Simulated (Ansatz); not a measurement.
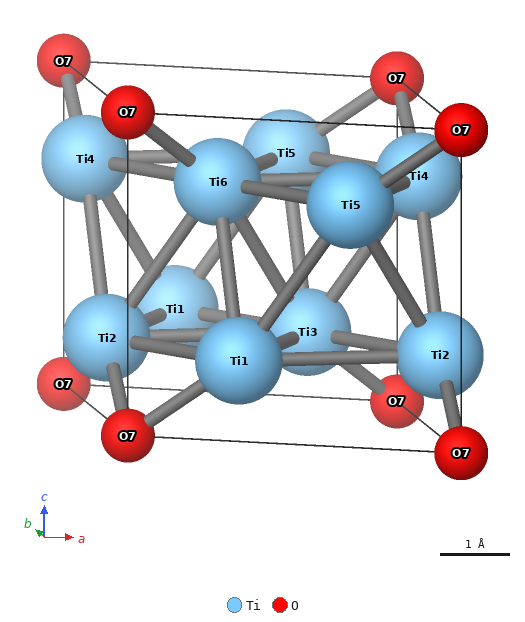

Fig. 1: The input geometry (ball-and-stick view of the cell of the calculation, seen slightly off an axis; atoms are numbered from 1 in the order of the input). An atom can appear more than once, as a periodic image.

Ti6O: single-point calculation (part 1 of 2)

- system: Ti6O (7 atoms in the cell)
- method: DFT r2SCAN, scalar-relativistic, plane waves, PAW, spin-polarised (Ansatz 0.2.0)

The structure derives from an entry of the Crystallography Open Database. Figures and captions count atoms from 1; the log counts them from 0 in places.

The input:
```yaml
crystal:
  lattice:
    - [5.1299998608, 0.0, 0.0]
    - [-2.5649999304, 4.4427102009, 0.0]
    - [0.0, 0.0, 4.74]
  atoms:
    - { symbol: Ti, position: [0.333, 0.0, 0.25], spin: 1.0 }
    - { symbol: Ti, position: [0.0, 0.333, 0.25], spin: 1.0 }
    - { symbol: Ti, position: [0.667, 0.667, 0.25], spin: 1.0 }
    - { symbol: Ti, position: [0.0, 0.667, 0.75], spin: 1.0 }
    - { symbol: Ti, position: [0.667, 0.0, 0.75], spin: 1.0 }
    - { symbol: Ti, position: [0.333, 0.333, 0.75], spin: 1.0 }
    - { symbol: O, position: [0.0, 0.0, 0.0] }
basis:
  ecutwfc: 500
kpoints:
  mp_grid: { grid: [6, 6, 4] }
hamiltonian:
  xc: r2scan
scf:
  occupations: { method: gaussian, width: 0.1 }
  lower_state_search: "off"
output:
  forces: true
  stress: true
  eigenvalues: true
  populations: true
magnetization:
  spin_polarized: true
```

Launch command:
```bash
ansatz run input.yaml --threads 2 --pin off --max-ram 5120MiB --backend cpu --events-out ev --progress --plain --runs-dir out
```

What the program printed:
```
Engine: ansatz 0.2.0, aarch64-unknown-linux-gnu
Pseudopotentials: kind: paw
Pseudopotential: Ti, paw, valence charge 12, recommended cutoff 500 eV (meta_gga), Ti.paw.azcp
Pseudopotential: O, paw, valence charge 6, recommended cutoff 500 eV (meta_gga), O.paw.azcp
Functional definition: r2SCAN
  parameter k0 = 0.174
  parameter k1 = 0.065
  parameter a1 = 4.9479
  exchange = r2scan_x(k0 = k0, k1 = k1, a1 = a1)
  correlation = r2scan_c
Crystal: 7 atoms, lattice volume = 108.030 Å³
Basis set: ecut = 500 eV, 2777 PW (Γ), exchange–correlation on 160×160×144 points (64 copies of the dense FFT grid, shifted against one another)
Bands: 51, of which v1, the nominal top of the filled ones, is band 39 counted from 1 (38 counted from 0)
Symmetry: 12 space group operations
Space group: P-31m (ITA 162), of the structure as read, at distance tolerance 4.8e-5 Å
Magnetic group: BNS 162.73 (UNI 1303), of the structure as read, at distance tolerance 4.8e-5 Å
k-points: 24 of 144
Non-local potential: Ti, projectors of the file, l = 0: 3, l = 1: 2, l = 2: 3, l = 3: 1
Non-local potential: O, projectors of the file, l = 0: 2, l = 1: 2, l = 2: 1
PAW form: soft (Blöchl's): semilocal exchange-correlation on the pseudo side does not see the compensation charge
PAW frozen core: Ti, regenerated for the run's functional (the file was generated under x = pbe(κ = 0.804, μ = 0.2195149727645171), c = pbe(β = 0.06672455060314922))
PAW frozen core: O, regenerated for the run's functional (the file was generated under x = pbe(κ = 0.804, μ = 0.2195149727645171), c = pbe(β = 0.06672455060314922))
PAW one-centre angular grid: Ti, 590 points (default); XC on 160 Gauss nodes
PAW one-centre angular grid: O, 302 points (default); XC on 160 Gauss nodes
Initial density: superposition of atomic densities (chi_scale 0.1, normalization cell, long waves kept (reshape's long-wave potential 0.06 eV rms))
Starting moments: Σ|m| = 6 μB on 6 of 7 sites
Initial wavefunctions: pseudopotential atomic-orbital guess
Functional: x = r2scan, c = r2scan; τ floored in thin density (d = 2e-4 eV/Å³)
SCF iter   1: F=-15587.296420 eV  HF=-15599.939471 eV  |F-HF|=1.26e1  |Δ(HF+E_count)|=         —  Δρ=7.32e-2 (↑7.32e-2 ↓5.68e-2)  dr2=1.58e1  dr2_τ=1.30e-1  dr2_m=2.09e0  M=2.182 μB ∫|m|=2.334 μB  β_m=0.30  ethr=3.10e-3  ⟨swp⟩=5.5  Hψ=9770  notcnv=0
preconditioner: auto → Kerker (q_TF=auto, 2.584 Å⁻¹)  [metal: Δε(μ)=0.014 eV  Ē_g=5.072 eV  σ=0.100 eV  W_gap=0.08  n_scr=26 (ndim 8)  ℏωp=19.6 eV  f_vac=0.000  D(μ)=8.40/eV (n_scr^D=94)]
spin=Collinear: Kerker preconditioning applied to the charge; magnetization (m = ρ↑ − ρ↓) channel mixes plain (no charge-response kernel on spin).
SCF iter   2: F=-15595.140518 eV  HF=-15598.590027 eV  |F-HF|=3.45e0  |Δ(HF+E_count)|=    1.35e0  Δρ=4.83e-2 (↑4.83e-2 ↓3.44e-2)  dr2=5.22e0  dr2_τ=4.90e-2  dr2_m=1.26e0  M=1.798 μB ∫|m|=1.919 μB  β_m=0.30  ethr=3.10e-3  ⟨swp⟩=2.5  Hψ=4197  notcnv=0  defer=199  κ⁻¹=1.0e0(r=1)
SCF iter   3: F=-15597.611071 eV  HF=-15598.129278 eV  |F-HF|=5.18e-1  |Δ(HF+E_count)|=   4.61e-1  Δρ=3.22e-2 (↑3.22e-2 ↓2.76e-2)  dr2=1.43e0  dr2_τ=2.71e-2  dr2_m=7.45e-1  M=1.527 μB ∫|m|=1.622 μB  β_m=0.30  ethr=3.10e-3  ⟨swp⟩=2.3  Hψ=4131  notcnv=0  defer=200  κ⁻¹=2.4e-2(r=2)
SCF iter   4: F=-15598.200665 eV  HF=-15598.067349 eV  |F-HF|=1.33e-1  |Δ(HF+E_count)|=   6.19e-2  Δρ=2.56e-2 (↑1.96e-2 ↓2.56e-2)  dr2=1.72e-1  dr2_τ=1.34e-2  dr2_m=4.59e-1  M=1.255 μB ∫|m|=1.337 μB  β_m=0.30  ethr=1.83e-3  ⟨swp⟩=2.2  Hψ=4096  notcnv=0  defer=185  κ⁻¹=1.9e-3(r=3)
SCF iter   5: F=-15598.268315 eV  HF=-15598.161562 eV  |F-HF|=1.07e-1  |Δ(HF+E_count)|=   9.42e-2  Δρ=1.81e-2 (↑1.72e-2 ↓1.81e-2)  dr2=3.79e-2  dr2_τ=6.61e-3  dr2_m=3.02e-1  M=1.013 μB ∫|m|=1.090 μB  β_m=0.30  ethr=2.20e-4  ⟨swp⟩=2.5  Hψ=4643  notcnv=0  defer=183  κ⁻¹=1.4e-4(r=4)
SCF iter   6: F=-15598.313349 eV  HF=-15598.227774 eV  |F-HF|=8.56e-2  |Δ(HF+E_count)|=   6.62e-2  Δρ=1.40e-2 (↑1.39e-2 ↓1.40e-2)  dr2=2.88e-3  dr2_τ=3.33e-3  dr2_m=1.91e-1  M=0.846 μB ∫|m|=0.916 μB  β_m=0.30  ethr=4.86e-5  ⟨swp⟩=2.0  Hψ=3250  notcnv=0  defer=183  κ⁻¹=3.7e-5(r=5)
SCF iter   7: F=-15598.327374 eV  HF=-15598.274414 eV  |F-HF|=5.30e-2  |Δ(HF+E_count)|=   4.66e-2  Δρ=1.14e-2 (↑1.14e-2 ↓1.06e-2)  dr2=1.02e-3  dr2_τ=1.91e-3  dr2_m=1.20e-1  M=0.719 μB ∫|m|=0.783 μB  β_m=0.30  ethr=3.70e-6  ⟨swp⟩=2.5  Hψ=4478  notcnv=0  defer=183  κ⁻¹=5.7e-6(r=6)
SCF iter   8: F=-15598.336747 eV  HF=-15598.302372 eV  |F-HF|=3.44e-2  |Δ(HF+E_count)|=   2.80e-2  Δρ=8.77e-3 (↑8.69e-3 ↓8.77e-3)  dr2=5.72e-5  dr2_τ=1.15e-3  dr2_m=7.54e-2  M=0.613 μB ∫|m|=0.672 μB  β_m=0.53  ethr=1.31e-6  ⟨swp⟩=2.0  Hψ=3777  notcnv=0  defer=183
Mixer restart at iter 8: flushing history
spin-set hold released at iteration 8 (site moments contracting): the magnetisation degrees of freedom join the quasi-Newton model from the next iteration; the mixer history was flushed
SCF iter   9: F=-15598.345038 eV  HF=-15598.327026 eV  |F-HF|=1.80e-2  |Δ(HF+E_count)|=   2.47e-2  Δρ=5.33e-3 (↑5.33e-3 ↓5.33e-3)  dr2=1.07e-4  dr2_τ=4.93e-4  dr2_m=2.81e-2  M=0.485 μB ∫|m|=0.539 μB  β_m=1.20  ethr=7.33e-8  ⟨swp⟩=3.0  Hψ=4852  notcnv=0  defer=183  κ⁻¹=1.0e0(r=1)
SCF iter  10: F=-15598.356120 eV  HF=-15598.345889 eV  |F-HF|=1.02e-2  |Δ(HF+E_count)|=   1.89e-2  Δρ=7.68e-4 (↑7.01e-4 ↓7.68e-4)  dr2=2.41e-4  dr2_τ=3.11e-5  dr2_m=4.59e-4  M=0.209 μB ∫|m|=0.248 μB  β_m=1.20  ethr=7.33e-8  ⟨swp⟩=3.0  Hψ=4993  notcnv=0  defer=183  κ⁻¹=2.2e-3(r=2)
SCF iter  11: F=-15598.358268 eV  HF=-15598.353719 eV  |F-HF|=4.55e-3  |Δ(HF+E_count)|=   7.83e-3  Δρ=3.78e-4 (↑3.00e-4 ↓3.78e-4)  dr2=1.62e-4  dr2_τ=4.20e-6  dr2_m=7.14e-5  M=0.114 μB ∫|m|=0.137 μB  β_m=1.20  ethr=7.33e-8  ⟨swp⟩=3.0  Hψ=4990  notcnv=0  defer=176  κ⁻¹=6.7e-4(r=3)
SCF iter  12: F=-15598.359267 eV  HF=-15598.358956 eV  |F-HF|=3.11e-4  |Δ(HF+E_count)|=   5.24e-3  Δρ=9.81e-5 (↑9.81e-5 ↓7.46e-5)  dr2=4.15e-5  dr2_τ=2.36e-7  dr2_m=1.08e-6  M=0.014 μB ∫|m|=0.017 μB  β_m=0.40  ethr=7.33e-8  ⟨swp⟩=3.0  Hψ=4845  notcnv=0  defer=176  κ⁻¹=1.9e-4(r=4)
SCF iter  13: F=-15598.359287 eV  HF=-15598.359217 eV  |F-HF|=6.97e-5  |Δ(HF+E_count)|=   2.61e-4  Δρ=7.16e-5 (↑7.14e-5 ↓7.16e-5)  dr2=1.06e-5  dr2_τ=1.49e-7  dr2_m=3.46e-6  M=-0.011 μB ∫|m|=0.016 μB  β_m=1.20  ethr=5.32e-8  ⟨swp⟩=2.0  Hψ=4214  notcnv=0  defer=176  κ⁻¹=3.9e-5(r=5)
SCF iter  14: F=-15598.359292 eV  HF=-15598.359217 eV  |F-HF|=7.49e-5  |Δ(HF+E_count)|=   3.38e-7  Δρ=4.76e-5 (↑4.05e-5 ↓4.76e-5)  dr2=1.19e-6  dr2_τ=8.48e-8  dr2_m=1.50e-6  M=-0.014 μB ∫|m|=0.017 μB  β_m=1.20  ethr=1.36e-8  ⟨swp⟩=2.0  Hψ=4197  notcnv=0  defer=176  κ⁻¹=1.9e-5(r=6)
SCF iter  15: F=-15598.359304 eV  HF=-15598.359274 eV  |F-HF|=3.02e-5  |Δ(HF+E_count)|=   5.65e-5  Δρ=2.25e-5 (↑1.75e-5 ↓2.25e-5)  dr2=3.64e-7  dr2_τ=1.75e-8  dr2_m=2.63e-7  M=-0.008 μB ∫|m|=0.009 μB  β_m=1.20  ethr=1.52e-9  ⟨swp⟩=3.0  Hψ=4395  notcnv=0  defer=176  κ⁻¹=6.6e-6(r=7)
SCF iter  16: F=-15598.359308 eV  HF=-15598.359300 eV  |F-HF|=7.53e-6  |Δ(HF+E_count)|=   2.66e-5  Δρ=8.00e-6 (↑7.07e-6 ↓8.00e-6)  dr2=7.85e-8  dr2_τ=2.18e-9  dr2_m=2.05e-8  M=-0.003 μB ∫|m|=0.003 μB  β_m=1.20  ethr=1.28e-10  ⟨swp⟩=11.5  Hψ=11904  notcnv=0  κ⁻¹=1.4e-6(r=8)
SCF iter  17: F=-15598.359309 eV  HF=-15598.359307 eV  |F-HF|=1.23e-6  |Δ(HF+E_count)|=   7.02e-6  Δρ=3.55e-6 (↑3.27e-6 ↓3.55e-6)  dr2=1.80e-8  dr2_τ=5.92e-10  dr2_m=2.58e-9  M=-0.001 μB ∫|m|=0.001 μB  β_m=1.20  ethr=1.01e-10  ⟨swp⟩=5.3  Hψ=8610  notcnv=0  κ⁻¹=3.2e-7(r=8)
SCF iter  18: F=-15598.359309 eV  HF=-15598.359309 eV  |F-HF|=2.15e-7  |Δ(HF+E_count)|=   1.11e-6  Δρ=1.83e-6 (↑1.83e-6 ↓1.48e-6)  dr2=1.80e-9  dr2_τ=1.57e-10  dr2_m=1.66e-9  M=0.001 μB ∫|m|=0.001 μB  β_m=1.20  ethr=2.31e-11  ⟨swp⟩=5.5  Hψ=8220  notcnv=0  κ⁻¹=4.1e-6(r=8)
iter 19 did not close the SCF: its close was put off for a magnetic moment that had not settled (scf_convergence_deferred on its scf_iter line)
SCF iter  19: F=-15598.359309 eV  HF=-15598.359309 eV  |F-HF|=7.91e-8  |Δ(HF+E_count)|=   1.55e-7  Δρ=8.65e-7 (↑8.65e-7 ↓8.30e-7)  dr2=5.81e-10  dr2_τ=5.02e-11  dr2_m=3.86e-10  M=0.000 μB ∫|m|=0.000 μB  β_m=1.20  ethr=2.30e-12  ⟨swp⟩=3.5  Hψ=6858  notcnv=0  κ⁻¹=2.2e-6(r=8)
iter 20 did not close the SCF: its close was put off for a magnetic moment that had not settled (scf_convergence_deferred on its scf_iter line)
SCF iter  20: F=-15598.359309 eV  HF=-15598.359309 eV  |F-HF|=1.84e-8  |Δ(HF+E_count)|=   6.75e-8  Δρ=3.73e-7 (↑3.56e-7 ↓3.73e-7)  dr2=1.08e-10  dr2_τ=6.55e-12  dr2_m=7.89e-11  M=0.000 μB ∫|m|=0.000 μB  β_m=1.20  ethr=1.00e-12  ⟨swp⟩=1.0  Hψ=7025  notcnv=0  κ⁻¹=3.8e-6(r=8)
SCF iter  21: F=-15598.359309 eV  HF=-15598.359309 eV  |F-HF|=3.84e-9  |Δ(HF+E_count)|=   1.61e-8  Δρ=1.81e-7 (↑1.75e-7 ↓1.81e-7)  dr2=3.32e-11  dr2_τ=1.45e-12  dr2_m=1.85e-11  M=0.000 μB ∫|m|=0.000 μB  ethr=1.00e-12  ⟨swp⟩=1.0  Hψ=6819  notcnv=0
WARN: the starting moments were not kept: the SCF closed with an absolute magnetisation of 8.6e-5 μB, where they sum to 6 μB in size (6 sites). That is at most 0.1 of that sum. Measured as dr2_m measures the in/out step, that magnetisation stands 5.6e-10 eV from none, at or under the dr2_threshold of 1.0e-7 eV: it is no larger than a step whose dr2_m would equal this threshold. The system may hold no moment; this SCF shows only that its start led to no more than that. To try another start: raise the starting moments (crystal.atoms[].spin, magnetization.per_species, magnetization.initial_magnetization, or on a non-collinear deck that types none of these the spinor_matrix: blocks that start its atoms; where the total moment is fixed, keep their sum and leave initial_magnetization as it is; typed ones take the place of any that the run laid by itself, positive ones on a crystal's lanthanoids without a Hubbard term where scf.initial_density.shell_occupations: [] is typed) or, if the notice of its spin-set hold's release reads "site moments contracting" or "site moments show no strong build", lengthen the hold (scf.mixing.spin_hold: { on: { confirm: 4 } }; for m-r²SCAN on two components see the key's manual first). Each may lead to a state that holds a moment. A second SCF, from the converged charge density, with the starting moments and any scf.initial_density.shell_occupations laid on it anew, would have followed, and was not run: the deck does not ask for one (magnetization.retry_lost_moments is false, the default). To let it run, set magnetization.retry_lost_moments: true and run the deck again, where that key's refused combinations let it; where memory then withholds it, that run's warning says so.
SCF 1 converged in 21 iterations: F = -15598.359309 eV  dr2 = 3.32e-11
  greatest PAW one-centre occupation: 1.001 electrons in one spin orbital (limit 2), on the Ti atom at site 3 (counted from 0), in its partial waves of l = 1
```
